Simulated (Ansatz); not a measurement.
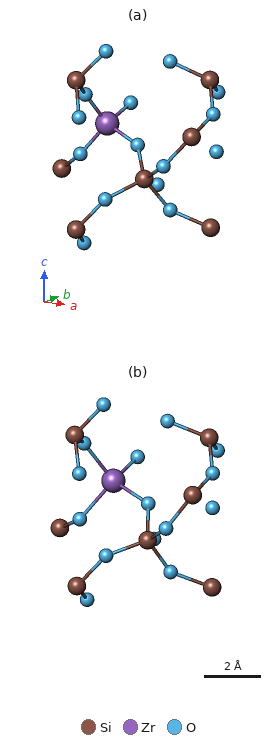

The structure of a defect cell of composition Si23ZrO48 before (top) and after (bottom) a relaxation, at one scale.

The picture is a ball-and-stick view of the atoms within 4.2 Å of the atom that moves most (axes of the cell of the calculation (origin shifted)), seen slightly off an axis.

The atoms of the start lie slightly off their symmetric places, so part of the fall in energy undoes that.

These are results of Ansatz 0.2.0, DFT, PBEsol, PAW, plane waves, not measurements. (plane-wave cutoff 420 eV; k-point mesh 1 × 1 × 1; mesh shifted by (0.25, 0.25, 0.25); no spin polarisation; atoms relaxed in a fixed cell; force threshold 0.03 eV/Å; at most 80 steps)

Q: Summarise the run.

A: The energy falls by 11.469 eV per cell of the calculation in 5 geometry steps. Largest force component: 16 eV/Å at the start, 0.014 eV/Å at the end. An O atom moves most: 0.48 Å along [3 1 0]. Largest moves by element: O 0.48 Å, Si 0.29 Å, Zr 0.22 Å. The cell stays as it was. Near-neighbour distances that change, for instance: O–Zr 1.585 → 1.940 Å, O–Zr 1.606 → 1.940 Å, O–Zr 1.630 → 1.931 Å, O–Si 1.670 → 1.611 Å. Among the angles between lasting bonds that change: Si–O–Zr 145.2° → 133.3°, Si–O–Zr 144.9° → 134.2°, Si–O–Si 142.2° → 135.0°.
